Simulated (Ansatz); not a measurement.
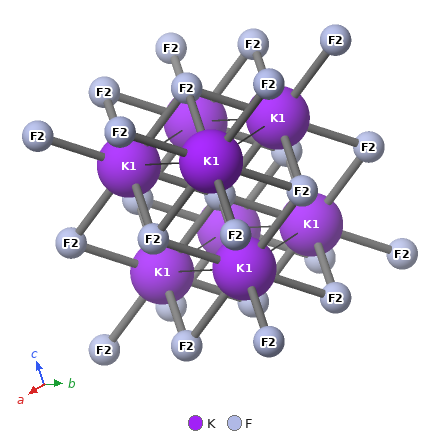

The system is KF (Fm-3m, No. 225; 2 atoms in the cell); the picture shows the reference structure. The energy is mapped over volume and the cell's shape. The first coordinate is: volume per atom; the second: length along [111] over the lengths across it, relative to the cubic cell. Nothing is relaxed (symmetry fixes all fractional coordinates). The scan uses an 11 × 11 grid. Points are written as (first, second). Energies are in meV/atom, from the lowest grid point. These are results of DFT LDA, scalar-relativistic, plane waves, PAW in Ansatz 0.2.0, not measurements. Settings: cutoff 520 eV, k-mesh 8×8×8, gaussian smearing 0.05 eV, no spin polarisation.

Its coordinates:

```
CELL_PARAMETERS angstrom
0.00000 2.58172 2.58172
2.58172 0.00000 2.58172
2.58172 2.58172 0.00000
ATOMIC_POSITIONS crystal
K 0.00000 0.00000 0.00000
F 0.50000 0.50000 0.50000
```

Range: volume per atom from 15.831 to 18.585 Å³; length along [111] over the lengths across it, relative to the cubic cell from 0.923 to 1.083.

Q: What landscape does the calculation give?

A: The lowest grid point is at (17.208 Å³, 1.000). No other kind of well shows on this grid. The highest grid point, (15.831 Å³, 1.083), lies 22.8 meV/atom above the lowest. Round the minimum the two coordinates are nearly uncoupled. The gap on the k-mesh is 6.4 eV at the lowest point and runs from 5.9 to 6.9 eV over the map.

| second ↓, first → | 15.831 | 16.107 | 16.382 | 16.657 | 16.933 | 17.208 | 17.483 | 17.759 | 18.034 | 18.309 | 18.585 |
| --- | --- | --- | --- | --- | --- | --- | --- | --- | --- | --- | --- |
| 1.083 | 22.8 | 16.5 | 11.9 | 8.9 | 7.3 | 7.1 | 8.0 | 10.0 | 12.9 | 16.7 | 21.4 |
| 1.066 | 20.8 | 14.3 | 9.6 | 6.5 | 4.8 | 4.4 | 5.2 | 7.1 | 10.0 | 13.7 | 18.3 |
| 1.049 | 19.3 | 12.7 | 7.9 | 4.7 | 2.9 | 2.4 | 3.2 | 5.0 | 7.8 | 11.4 | 16.0 |
| 1.033 | 18.2 | 11.6 | 6.7 | 3.4 | 1.6 | 1.1 | 1.7 | 3.5 | 6.2 | 9.9 | 14.3 |
| 1.016 | 17.6 | 10.9 | 6.0 | 2.7 | 0.8 | 0.3 | 0.9 | 2.6 | 5.3 | 9.0 | 13.4 |
| 1.000 | 17.5 | 10.7 | 5.8 | 2.5 | 0.6 | 0.0 | 0.6 | 2.4 | 5.1 | 8.7 | 13.1 |
| 0.984 | 17.6 | 10.9 | 6.0 | 2.7 | 0.8 | 0.2 | 0.9 | 2.6 | 5.3 | 8.9 | 13.4 |
| 0.968 | 18.1 | 11.5 | 6.6 | 3.3 | 1.5 | 1.0 | 1.6 | 3.4 | 6.1 | 9.8 | 14.2 |
| 0.953 | 18.9 | 12.4 | 7.5 | 4.3 | 2.6 | 2.1 | 2.8 | 4.6 | 7.4 | 11.1 | 15.6 |
| 0.938 | 20.0 | 13.5 | 8.8 | 5.7 | 4.0 | 3.6 | 4.4 | 6.3 | 9.2 | 12.9 | 17.5 |
| 0.923 | 21.3 | 14.9 | 10.4 | 7.4 | 5.8 | 5.5 | 6.4 | 8.4 | 11.3 | 15.2 | 19.8 |

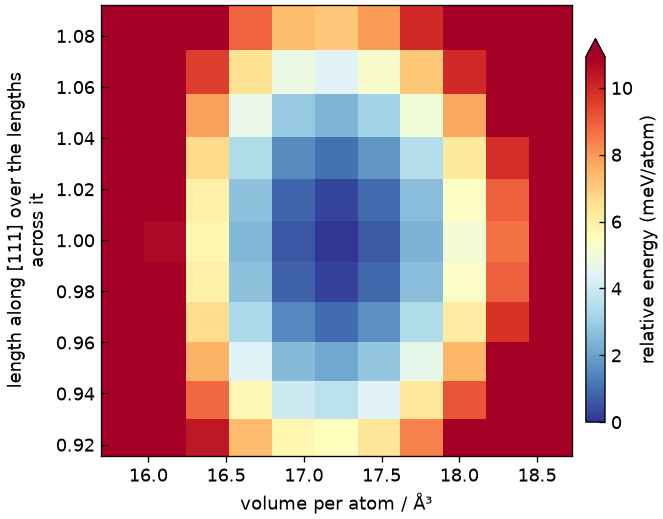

In the figure: one coloured cell a grid point, one colour for all values above the top of the scale.

Time for the 121 points that were run: 3.2 min on 1 thread of Arm Neoverse V2, on a shared host.
